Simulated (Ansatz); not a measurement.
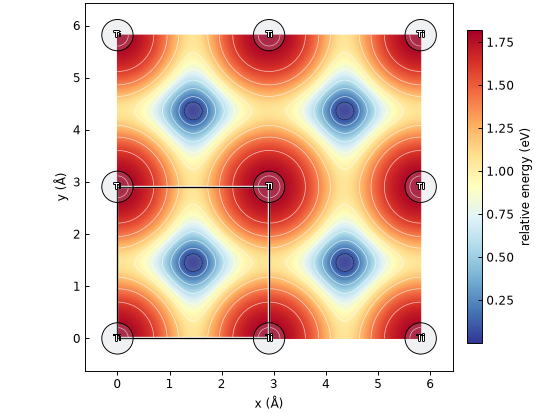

Energy landscape of S on a Ti(100) slab cut from the Fm-3m phase, its upper half relaxed before the scan (12 atoms of substrate and one adsorbate in a 2 × 2 cell). S is moved over the surface cell; relaxed at each place: the height of the adsorbate's atoms; substrate rigid; the origin of the map has the adsorbate above Ti9. Places are given modulo a cell vector. The map is drawn in real space over the plane of the surface. The grid has 6 × 6 points; 10 points were computed and 26 follow by symmetry. Places are given in fractions of the 1 × 1 surface cell. All energies are given in eV relative to the lowest grid point. All numbers below come from Ansatz, DFT PBE, scalar-relativistic, plane waves, PAW. Settings: cutoff 420 eV, k-mesh 5×5×1, gaussian smearing 0.1 eV, no spin polarisation.

The picture shows a smooth colour map with a few white contour lines, labelled circles for the atoms of the top layer and small ones for the second layer, the outline of one cell of the 2 × 2 shown. Between grid points the surface is interpolated. 

What does the map say about the system?

The lowest grid point is at a fourfold hollow over a second-layer Ti atom, (3/6, 3/6) of the cell vectors. It is the only kind of minimum in the scanned range. The highest grid point, the top site over a surface Ti atom, (0/6, 0/6) of the cell vectors, lies 1.82 eV above the lowest. On the interpolated surface the easiest way out of the lowest well to its copy in the next cell or period passes a barrier of about 1.1 eV. At the lowest point the adsorbate has 4 Ti at 2.46 Å as nearest neighbours, at the highest 1 Ti at 2.18 Å. Its relaxed height above the top atom is 1.36 Å at the lowest and 2.18 Å at the highest point.

Each point was launched as `ansatz run input.yaml --threads 4 --pin off --max-ram 12288MiB --backend cpu --events-out ev --progress --plain --runs-dir out`. The whole map (10 points run) took 9.3 min on 4 threads of Intel(R) Xeon(R) Platinum 8259CL CPU @ 2.50GHz (Skylake/Cascade Lake) (shared host).

PAW datasets: the set soft_1.
